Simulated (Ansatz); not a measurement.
Geometry relaxation, with input and output: CuO (part 2 of 2)

Continued. System: CuO (C2/c, 4 atoms in the cell). Method: DFT PBE, scalar-relativistic, plane waves, PAW, no spin polarisation (Ansatz 0.2.0); cutoff 420 eV, 14×14×8 k-mesh, Gaussian smearing of 0.1 eV. The structure derives from a Materials Project entry.

Geometry of the input (Å; fractional positions):
```
2.1247  -2.0304  0.0000
2.1247  2.0304  0.0000
-0.2253  0.0000  5.1558
Cu 0.5000  0.0000  0.5000
Cu 0.0000  0.5000  0.0000
O  0.5139  0.4861  0.2500
O  0.4861  0.5139  0.7500
```

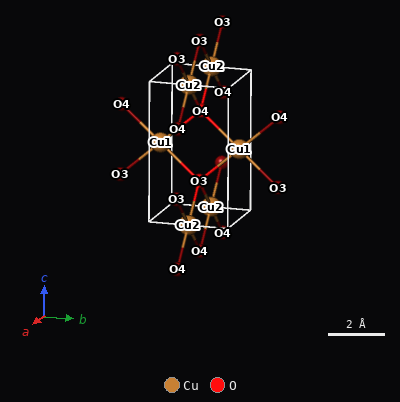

The geometry at step 3 of the log (ball-and-stick view of the cell of the calculation, seen slightly off an axis; neighbours outside the cell are drawn fainter; atoms are numbered from 1 in the order of the input).

## What the program printed, continued
```
SCF iter   1: F=—  HF=-14382.569278 eV  |F-HF|=—  |Δ(HF+E_count)|=         —  Δρ=4.86e-4  dr2=4.72e-6  ethr=1.04e-7  ⟨swp⟩=3.0  Hψ=78760  notcnv=0
preconditioner: auto → LDOS  [metal: Δε(μ)=0.004 eV  Ē_g=11.030 eV  σ=0.100 eV  W_gap=0.02  n_scr=16 (ndim 8)  ℏωp=32.4 eV  f_vac=0.048  D(μ)=2.59/eV (n_scr^D=26)  β→1.0]
SCF iter   2: F=—  HF=-14382.569980 eV  |F-HF|=—  |Δ(HF+E_count)|=   7.01e-4  Δρ=7.84e-5  dr2=1.48e-6  ethr=9.44e-9  ⟨swp⟩=2.0  Hψ=20206  notcnv=0
SCF iter   3: F=—  HF=-14382.569979 eV  |F-HF|=—  |Δ(HF+E_count)|=   3.86e-7  Δρ=6.62e-5  dr2=9.79e-7  ethr=2.96e-9  ⟨swp⟩=2.0  Hψ=23640  notcnv=0
SCF iter   4: F=—  HF=-14382.569979 eV  |F-HF|=—  |Δ(HF+E_count)|=   5.91e-8  Δρ=2.48e-5  dr2=1.41e-7  ethr=1.96e-9  ⟨swp⟩=2.0  Hψ=16752  notcnv=0
SCF iter   5: F=—  HF=-14382.569979 eV  |F-HF|=—  |Δ(HF+E_count)|=   3.69e-8  Δρ=4.73e-6  dr2=5.18e-9  ethr=2.81e-10  ⟨swp⟩=2.0  Hψ=19118  notcnv=0
SCF iter   6: F=—  HF=-14382.569979 eV  |F-HF|=—  |Δ(HF+E_count)|=   1.03e-9  Δρ=5.56e-7  dr2=8.96e-11  ethr=1.04e-11  ⟨swp⟩=2.0  Hψ=19439  notcnv=0
SCF iter   7: F=-14382.569979 eV  HF=-14382.569979 eV  |F-HF|=1.46e-11  |Δ(HF+E_count)|=  7.28e-12  Δρ=2.08e-7  dr2=1.44e-11  ethr=1.00e-12  ⟨swp⟩=5.0  Hψ=57478  notcnv=0
SCF 6 converged in 7 iterations: F = -14382.569979 eV  dr2 = 1.44e-11
relax step   6: F+E_penalty+E_count = -14382.56997932 eV  Δ(F+E_penalty+E_count) = -2.217e-3 eV  max|allowed force component| = 4.950e-4 eV/Å  Δτ_max = 0.0000 Å  P = +0.070 GPa  Ω = 44.761 Å³  stress off target by 1.90e-1 GPa  SCF on the basis re-selected at this cell (its energy is not comparable with the rows above)  (7 SCF iters)
basis re-selected at this cell: Δ(F+E_penalty+E_count) = -2.217e-3 eV, ΔP = +0.073 GPa vs the last step (what re-selecting the basis moved, of the pressure what is left beyond the Pulay correction that the steps carried, after the strain that the cell walked since its last selection, with what the two solves' SCF thresholds leave and, on support functions, any second-order correction that the steps lacked; it is no measure of the basis error at this ecutwfc). This SCF's stress stands 1.90e-1 GPa from its target on what of the cell is left free (relax.cell.stress_tol is 5.00e-2 GPa) and its largest allowed force component is 4.95e-4 eV/Å (relax.f_tol is 5.00e-3 eV/Å): not within both, so this SCF does not close the relaxation
Crystal: 4 atoms, lattice volume = 44.786 Å³
Basis set: ecut = 420 eV, 845 PW (Γ), exchange–correlation on 40×40×72 points (8 copies of the dense FFT grid, shifted against one another)
iter 1 solved again at ethr=1.49e-7 eV; its pass at ethr=3.10e-3 eV (dr2=7.45e-5 eV) is discarded
SCF iter   1: F=—  HF=-14382.570272 eV  |F-HF|=—  |Δ(HF+E_count)|=         —  Δρ=7.99e-4  dr2=7.33e-5  ethr=1.49e-7  ⟨swp⟩=2.0  Hψ=68351  notcnv=0
preconditioner: auto → LDOS  [metal: Δε(μ)=0.004 eV  Ē_g=11.030 eV  σ=0.100 eV  W_gap=0.02  n_scr=16 (ndim 8)  ℏωp=32.4 eV  f_vac=0.049  D(μ)=2.59/eV (n_scr^D=20)  β→1.0]
SCF iter   2: F=—  HF=-14382.570165 eV  |F-HF|=—  |Δ(HF+E_count)|=   1.07e-4  Δρ=1.49e-4  dr2=4.57e-6  ethr=1.47e-7  ⟨swp⟩=2.0  Hψ=19492  notcnv=0
SCF iter   3: F=—  HF=-14382.570163 eV  |F-HF|=—  |Δ(HF+E_count)|=   1.81e-6  Δρ=6.64e-5  dr2=1.01e-6  ethr=9.15e-9  ⟨swp⟩=2.0  Hψ=20140  notcnv=0
SCF iter   4: F=—  HF=-14382.570163 eV  |F-HF|=—  |Δ(HF+E_count)|=   2.28e-7  Δρ=2.22e-5  dr2=1.19e-7  ethr=2.02e-9  ⟨swp⟩=2.0  Hψ=19343  notcnv=0
SCF iter   5: F=-14382.570163 eV  HF=-14382.570163 eV  |F-HF|=8.12e-8  |Δ(HF+E_count)|=   3.31e-8  Δρ=1.62e-5  dr2=7.64e-8  ethr=1.80e-10  ⟨swp⟩=8.0  Hψ=82382  notcnv=0
SCF 7 converged in 5 iterations: F = -14382.570163 eV  dr2 = 7.64e-8
relax step   7: F+E_penalty+E_count = -14382.57016279 eV  Δ(F+E_penalty+E_count) = -1.835e-4 eV  max|allowed force component| = 5.417e-4 eV/Å  Δτ_max = 0.0066 Å  P = +0.011 GPa  Ω = 44.786 Å³  energy of the carried Pulay correction = -1.025e-4 eV  (5 SCF iters, dr2 threshold 8.99e-8 eV, accepted)
iter 1 solved again at ethr=8.85e-8 eV; its pass at ethr=3.10e-3 eV (dr2=4.42e-5 eV) is discarded
SCF iter   1: F=—  HF=-14382.570356 eV  |F-HF|=—  |Δ(HF+E_count)|=         —  Δρ=1.45e-4  dr2=3.50e-7  ethr=8.85e-8  ⟨swp⟩=3.0  Hψ=78887  notcnv=0
SCF iter   2: F=—  HF=-14382.570313 eV  |F-HF|=—  |Δ(HF+E_count)|=   4.34e-5  Δρ=1.58e-5  dr2=6.33e-8  ethr=6.99e-10  ⟨swp⟩=2.0  Hψ=22150  notcnv=0
SCF iter   3: F=—  HF=-14382.570313 eV  |F-HF|=—  |Δ(HF+E_count)|=   6.01e-9  Δρ=2.10e-5  dr2=1.05e-7  ethr=1.27e-10  ⟨swp⟩=2.0  Hψ=23656  notcnv=0
SCF iter   4: F=—  HF=-14382.570313 eV  |F-HF|=—  |Δ(HF+E_count)|=   1.57e-8  Δρ=6.09e-6  dr2=1.03e-8  ethr=1.27e-10  ⟨swp⟩=2.0  Hψ=18985  notcnv=0
SCF iter   5: F=—  HF=-14382.570313 eV  |F-HF|=—  |Δ(HF+E_count)|=   2.38e-9  Δρ=2.11e-6  dr2=1.28e-9  ethr=2.06e-11  ⟨swp⟩=2.5  Hψ=17453  notcnv=0
SCF iter   6: F=-14382.570313 eV  HF=-14382.570313 eV  |F-HF|=7.28e-12  |Δ(HF+E_count)|=   1.01e-9  Δρ=2.03e-7  dr2=9.50e-12  ethr=1.00e-12  ⟨swp⟩=4.6  Hψ=65162  notcnv=0
SCF 8 converged in 6 iterations: F = -14382.570313 eV  dr2 = 9.50e-12
relax step   8: F+E_penalty+E_count = -14382.57031300 eV  Δ(F+E_penalty+E_count) = -1.502e-4 eV  max|allowed force component| = 4.132e-4 eV/Å  Δτ_max = 0.0000 Å  P = +0.012 GPa  Ω = 44.786 Å³  stress off target by 6.36e-2 GPa  SCF on the basis re-selected at this cell (its energy is not comparable with the rows above)  (6 SCF iters)
basis re-selected at this cell: Δ(F+E_penalty+E_count) = -1.502e-4 eV, ΔP = +0.001 GPa vs the last step (what re-selecting the basis moved, of the pressure what is left beyond the Pulay correction that the steps carried, after the strain that the cell walked since its last selection, with what the two solves' SCF thresholds leave and, on support functions, any second-order correction that the steps lacked; it is no measure of the basis error at this ecutwfc). This SCF's stress stands 6.36e-2 GPa from its target on what of the cell is left free (relax.cell.stress_tol is 5.00e-2 GPa) and its largest allowed force component is 4.13e-4 eV/Å (relax.f_tol is 5.00e-3 eV/Å): not within both, so this SCF does not close the relaxation
Crystal: 4 atoms, lattice volume = 44.791 Å³
iter 1 solved again at ethr=2.25e-8 eV; its pass at ethr=3.10e-3 eV (dr2=1.12e-5 eV) is discarded
SCF iter   1: F=—  HF=-14382.570469 eV  |F-HF|=—  |Δ(HF+E_count)|=         —  Δρ=2.96e-4  dr2=9.72e-6  ethr=2.25e-8  ⟨swp⟩=3.0  Hψ=64261  notcnv=0
preconditioner: auto → LDOS  [metal: Δε(μ)=0.011 eV  Ē_g=11.035 eV  σ=0.100 eV  W_gap=0.06  n_scr=16 (ndim 8)  ℏωp=32.4 eV  f_vac=0.049  D(μ)=2.59/eV (n_scr^D=20)  β→1.0]
SCF iter   2: F=—  HF=-14382.570340 eV  |F-HF|=—  |Δ(HF+E_count)|=   1.28e-4  Δρ=5.13e-5  dr2=5.12e-7  ethr=1.94e-8  ⟨swp⟩=2.0  Hψ=19368  notcnv=0
SCF iter   3: F=—  HF=-14382.570340 eV  |F-HF|=—  |Δ(HF+E_count)|=   2.33e-7  Δρ=1.91e-5  dr2=7.67e-8  ethr=1.02e-9  ⟨swp⟩=2.0  Hψ=20139  notcnv=0
SCF iter   4: F=-14382.570340 eV  HF=-14382.570340 eV  |F-HF|=8.64e-9  |Δ(HF+E_count)|=   2.09e-8  Δρ=5.54e-6  dr2=7.11e-9  ethr=2.02e-11  ⟨swp⟩=5.2  Hψ=77386  notcnv=0
SCF 9 converged in 4 iterations: F = -14382.570340 eV  dr2 = 7.11e-9
relax step   9: F+E_penalty+E_count = -14382.57034024 eV  Δ(F+E_penalty+E_count) = -2.724e-5 eV  max|allowed force component| = 2.538e-4 eV/Å  Δτ_max = 0.0022 Å  P = +0.000 GPa  Ω = 44.791 Å³  energy of the carried Pulay correction = -1.758e-5 eV  (4 SCF iters, dr2 threshold 1.01e-8 eV, accepted)
iter 1 solved again at ethr=9.39e-8 eV; its pass at ethr=3.10e-3 eV (dr2=4.69e-5 eV) is discarded
SCF iter   1: F=—  HF=-14382.570443 eV  |F-HF|=—  |Δ(HF+E_count)|=         —  Δρ=1.08e-4  dr2=1.26e-7  ethr=9.39e-8  ⟨swp⟩=3.0  Hψ=78878  notcnv=0
preconditioner: auto → LDOS  [metal: Δε(μ)=0.011 eV  Ē_g=11.035 eV  σ=0.100 eV  W_gap=0.06  n_scr=16 (ndim 8)  ℏωp=32.4 eV  f_vac=0.048  D(μ)=2.59/eV (n_scr^D=20)  β→1.0]
SCF iter   2: F=—  HF=-14382.570363 eV  |F-HF|=—  |Δ(HF+E_count)|=   7.96e-5  Δρ=8.76e-6  dr2=1.79e-8  ethr=2.53e-10  ⟨swp⟩=2.0  Hψ=23506  notcnv=0
SCF iter   3: F=—  HF=-14382.570363 eV  |F-HF|=—  |Δ(HF+E_count)|=  9.51e-10  Δρ=7.56e-6  dr2=1.32e-8  ethr=3.59e-11  ⟨swp⟩=2.0  Hψ=23651  notcnv=0
SCF iter   4: F=—  HF=-14382.570363 eV  |F-HF|=—  |Δ(HF+E_count)|=   3.56e-9  Δρ=1.45e-6  dr2=5.49e-10  ethr=2.65e-11  ⟨swp⟩=2.0  Hψ=18812  notcnv=0
SCF iter   5: F=—  HF=-14382.570363 eV  |F-HF|=—  |Δ(HF+E_count)|=  1.24e-10  Δρ=6.02e-7  dr2=1.28e-10  ethr=1.10e-12  ⟨swp⟩=2.0  Hψ=20667  notcnv=0
SCF iter   6: F=-14382.570363 eV  HF=-14382.570363 eV  |F-HF|=1.82e-11  |Δ(HF+E_count)|=  3.64e-11  Δρ=3.29e-7  dr2=3.27e-11  ethr=1.00e-12  ⟨swp⟩=5.0  Hψ=55582  notcnv=0
SCF 10 converged in 6 iterations: F = -14382.570363 eV  dr2 = 3.27e-11
relax step  10: F+E_penalty+E_count = -14382.57036311 eV  Δ(F+E_penalty+E_count) = -2.287e-5 eV  max|allowed force component| = 1.974e-4 eV/Å  Δτ_max = 0.0000 Å  P = +0.001 GPa  Ω = 44.791 Å³  stress off target by 2.54e-2 GPa  SCF on the basis re-selected at this cell (its energy is not comparable with the rows above)  (6 SCF iters)
basis re-selected at this cell: Δ(F+E_penalty+E_count) = -2.287e-5 eV, ΔP = +0.000 GPa vs the last step (what re-selecting the basis moved, of the pressure what is left beyond the Pulay correction that the steps carried, after the strain that the cell walked since its last selection, with what the two solves' SCF thresholds leave and, on support functions, any second-order correction that the steps lacked; it is no measure of the basis error at this ecutwfc). This SCF's stress stands 2.54e-2 GPa from its target on what of the cell is left free (relax.cell.stress_tol is 5.00e-2 GPa) and its largest allowed force component is 1.97e-4 eV/Å (relax.f_tol is 5.00e-3 eV/Å): within both
SCF converged after 6 iterations
Free energy (F): -14382.570363 eV
Harris-Foulkes:  -14382.570363 eV  (|F-HF|=1.82e-11)
Internal energy: -14382.557428 eV  (E = F + TS)
E sigma→0 (E₀):  -14382.563896 eV
Entropy (-TS):   -0.012935 eV (-3.234 meV/atom)
Fermi energy:    10.698293 eV
--- Per-component energies (eV) ---
  E_band       = -934.359662
  E_kinetic    = 941.020610
  E_local      = -10195.937344  (includes V_loc(G=0)·N_el)
  E_nonlocal   = 876.019196
  E_hartree    = 4412.974594
  E_xc         = -323.248094
  E_vxc        = -414.858855  (∫ρ·V_xc dr)
  E_paw        = -3637.432672  (= ΣΔE_a)
  E_vpaw       = -966.557433  (= ΣTr[D̂ρ^β])
  E_aug_tail   = 0.005518  (compensation charges beyond the density's cutoff)
  E_ewald      = -6455.959236
  E_smearing   = -0.012935  (= −TS)
  E_closure    = -0.000000  (closes the sum)
  Σ components = -14382.570363   (vs F -14382.570363, Δ=0.00e0)
--- Forces (eV/Å), atoms counted from 1 ---
  atom   1  Cu     0.00000000     0.00000000     0.00000000
  atom   2  Cu     0.00000000     0.00000000     0.00000000
  atom   3  O      0.00000000     0.00019745     0.00000000
  atom   4  O      0.00000000    -0.00019745     0.00000000
  max |Σ_I F_I| component: 2.71e-20 eV/Å
--- Stress (GPa, compression-positive) ---
       -0.021455       0.000000       0.010213
        0.000000       0.022708       0.000000
        0.010213       0.000000       0.001415
  P = ⅓ Tr σ = 0.0009 GPa (0.009 kbar)
--- Band table (eV; the first three rows and the last of 429) ---
  k-point 0: bands = ["-102.0053", "-102.0050", "-59.4995", "-59.4995", "-59.4655", "-59.4602", "-59.1622", "-59.1622", "-9.0812", "-7.7777", "2.6274", "5.2865", "5.2921", "6.9950", "7.2250", "7.2254", "7.4445", "7.7391", "8.2330", "8.3220", "8.3242", "8.3407", "8.4310", "8.8002", "11.3509", "11.3573", "12.0362", "16.7185", "17.8995", "23.7924"]
  k-point 1: bands = ["-102.0053", "-102.0050", "-59.4995", "-59.4995", "-59.4653", "-59.4604", "-59.1622", "-59.1622", "-9.0398", "-7.8384", "2.7808", "5.2919", "5.2972", "6.9892", "7.1455", "7.1457", "7.4277", "7.4451", "8.2886", "8.3441", "8.4276", "8.4489", "8.4514", "8.7618", "11.2840", "11.2902", "12.2589", "16.2172", "18.5350", "23.8430"]
  k-point 2: bands = ["-102.0053", "-102.0051", "-59.4995", "-59.4995", "-59.4648", "-59.4610", "-59.1622", "-59.1622", "-8.9192", "-8.0051", "3.2205", "5.3052", "5.3093", "6.5483", "6.9931", "6.9932", "7.1872", "7.4411", "8.3341", "8.3538", "8.4177", "8.6611", "8.7307", "8.7333", "11.1069", "11.1122", "12.7900", "15.4794", "19.6525", "23.9986"]
  k-point 428: bands = ["-102.0042", "-102.0042", "-59.5099", "-59.5099", "-59.4609", "-59.4609", "-59.1704", "-59.1704", "-7.7550", "-7.7550", "4.8881", "4.8881", "5.0152", "5.0152", "5.3233", "5.3233", "7.8297", "7.8297", "8.3575", "8.3575", "8.8018", "8.8018", "9.2836", "9.2836", "10.1752", "10.1752", "14.6468", "14.6468", "20.9830", "20.9830"]
--- Relaxed structure (7 steps of the walk, 7 accepted, 3 SCFs on fresh bases) ---
  F+E_penalty+E_count = -14382.57036311 eV   max|allowed force component| = 1.974e-4 eV/Å   (the final SCF, on the basis selected at the relaxed cell)
  cell:  # Å, volume = 44.7905 Å³
    - [2.0874677350720727, -2.082225451921134, 0.04425688791147673]
    - [2.0874677350720727, 2.082225451921134, 0.04425688791147673]
    - [-0.11399359734205299, -1.0025674379192797e-32, 5.1499703572289866]
  atoms:
    - { symbol: Cu, position: [0.5000000000000001, -1.0408340855860843e-17, 0.5] }
    - { symbol: Cu, position: [-3.1035287187397564e-18, 0.5000000000000001, 0.0] }
    - { symbol: O, position: [0.5002453212592491, 0.4997546787407511, 0.25000000000000006] }
    - { symbol: O, position: [0.4997546787407511, 0.5002453212592491, 0.75] }
```

## Trajectory as extended XYZ (Å, eV, eV/Å), 10 frames, from step=1 to step=10
```
4
Lattice="2.1247 -2.0304 0.0000 2.1247 2.0304 0.0000 -0.2253 0.0000 5.1558" Properties=species:S:1:pos:R:3:forces:R:3 step=1 energy=-14382.56353 pressure_GPa=0.47
Cu    0.9497   -1.0152    2.5779    0.0000   0.0000   0.0000
Cu    1.0624    1.0152    0.0000    0.0000   0.0000   0.0000
O     2.0684   -0.0563    1.2890    0.0000   0.0459   0.0000
O     1.9557    0.0563    3.8668    0.0000  -0.0459   0.0000
4
Lattice="2.1230 -2.0413 0.0042 2.1230 2.0413 0.0042 -0.2149 0.0000 5.1479" Properties=species:S:1:pos:R:3:forces:R:3 step=2 energy=-14382.56480 pressure_GPa=0.20
Cu    0.9540   -1.0207    2.5761    0.0000   0.0000   0.0000
Cu    1.0615    1.0207    0.0021    0.0000   0.0000   0.0000
O     2.0693   -0.0505    1.2912    0.0000   0.0385   0.0000
O     1.9618    0.0505    3.8652    0.0000  -0.0385   0.0000
4
Lattice="2.1043 -2.0708 0.0233 2.1043 2.0708 0.0233 -0.1666 0.0000 5.1458" Properties=species:S:1:pos:R:3:forces:R:3 step=3 energy=-14382.56687 pressure_GPa=-0.31
Cu    0.9688   -1.0354    2.5845    0.0000   0.0000   0.0000
Cu    1.0521    1.0354    0.0117    0.0000   0.0000   0.0000
O     2.0626   -0.0235    1.3098    0.0000   0.0058   0.0000
O     1.9793    0.0235    3.8826    0.0000  -0.0058   0.0000
4
Lattice="2.0991 -2.0689 0.0343 2.0991 2.0689 0.0343 -0.1393 0.0000 5.1454" Properties=species:S:1:pos:R:3:forces:R:3 step=4 energy=-14382.56791 pressure_GPa=0.19
Cu    0.9799   -1.0345    2.5899    0.0000   0.0000   0.0000
Cu    1.0496    1.0345    0.0172    0.0000   0.0000   0.0000
O     2.0643   -0.0114    1.3207    0.0000   0.0007   0.0000
O     1.9947    0.0114    3.8934    0.0000  -0.0007   0.0000
4
Lattice="2.0991 -2.0695 0.0356 2.0991 2.0695 0.0356 -0.1363 0.0000 5.1496" Properties=species:S:1:pos:R:3:forces:R:3 step=5 energy=-14382.56776 pressure_GPa=-0.00
Cu    0.9814   -1.0347    2.5926    0.0000   0.0000   0.0000
Cu    1.0496    1.0347    0.0178    0.0000   0.0000   0.0000
O     2.0650   -0.0099    1.3230    0.0000   0.0002   0.0000
O     1.9969    0.0099    3.8978    0.0000  -0.0002   0.0000
4
Lattice="2.0991 -2.0695 0.0356 2.0991 2.0695 0.0356 -0.1363 0.0000 5.1496" Properties=species:S:1:pos:R:3:forces:R:3 step=6 energy=-14382.56998 pressure_GPa=0.07
Cu    0.9814   -1.0347    2.5926    0.0000   0.0000   0.0000
Cu    1.0496    1.0347    0.0178    0.0000   0.0000   0.0000
O     2.0650   -0.0099    1.3230    0.0000  -0.0005   0.0000
O     1.9969    0.0099    3.8978    0.0000   0.0005   0.0000
4
Lattice="2.0913 -2.0782 0.0422 2.0913 2.0782 0.0422 -0.1194 0.0000 5.1498" Properties=species:S:1:pos:R:3:forces:R:3 step=7 energy=-14382.57016 pressure_GPa=0.01
Cu    0.9860   -1.0391    2.5960    0.0000   0.0000   0.0000
Cu    1.0457    1.0391    0.0211    0.0000   0.0000   0.0000
O     2.0615   -0.0033    1.3296    0.0000   0.0005   0.0000
O     2.0018    0.0033    3.9045    0.0000  -0.0005   0.0000
4
Lattice="2.0913 -2.0782 0.0422 2.0913 2.0782 0.0422 -0.1194 0.0000 5.1498" Properties=species:S:1:pos:R:3:forces:R:3 step=8 energy=-14382.57031 pressure_GPa=0.01
Cu    0.9860   -1.0391    2.5960    0.0000   0.0000   0.0000
Cu    1.0457    1.0391    0.0211    0.0000   0.0000   0.0000
O     2.0615   -0.0033    1.3296    0.0000   0.0004   0.0000
O     2.0018    0.0033    3.9045    0.0000  -0.0004   0.0000
4
Lattice="2.0875 -2.0822 0.0443 2.0875 2.0822 0.0443 -0.1140 0.0000 5.1500" Properties=species:S:1:pos:R:3:forces:R:3 step=9 energy=-14382.57034 pressure_GPa=0.00
Cu    0.9867   -1.0411    2.5971    0.0000   0.0000   0.0000
Cu    1.0437    1.0411    0.0221    0.0000   0.0000   0.0000
O     2.0590   -0.0010    1.3317    0.0000   0.0003   0.0000
O     2.0020    0.0010    3.9067    0.0000  -0.0003   0.0000
4
Lattice="2.0875 -2.0822 0.0443 2.0875 2.0822 0.0443 -0.1140 0.0000 5.1500" Properties=species:S:1:pos:R:3:forces:R:3 step=10 energy=-14382.57036 pressure_GPa=0.00
Cu    0.9867   -1.0411    2.5971    0.0000   0.0000   0.0000
Cu    1.0437    1.0411    0.0221    0.0000   0.0000   0.0000
O     2.0590   -0.0010    1.3317    0.0000   0.0002   0.0000
O     2.0020    0.0010    3.9067    0.0000  -0.0002   0.0000
```

## Key numbers

- outcome: converged
- space group (tolerance 0.01 Å): C2/c (15) → Cccm (66)
- electrons treated: 50
- free energy: −14382.5704 eV
- Fermi energy: 10.698 eV
- gap on the k-point mesh: none (metallic)
- pressure: 0.00 GPa
- final volume: 44.79 Å³
- largest force (length of the vector) at the end: under 0.001 eV/Å
- final cell: a = 2.949 Å, b = 2.949 Å, c = 5.151 Å, α = 90.04°, β = 90.04°, γ = 89.84°
- hardware: 1 thread of Arm Neoverse V1, 24 GiB of memory available, shared host
- wall time: 5.4 min
- peak memory: 0.67 GiB

## Notes

The run has no spin polarisation, so a magnetic state may lie lower.
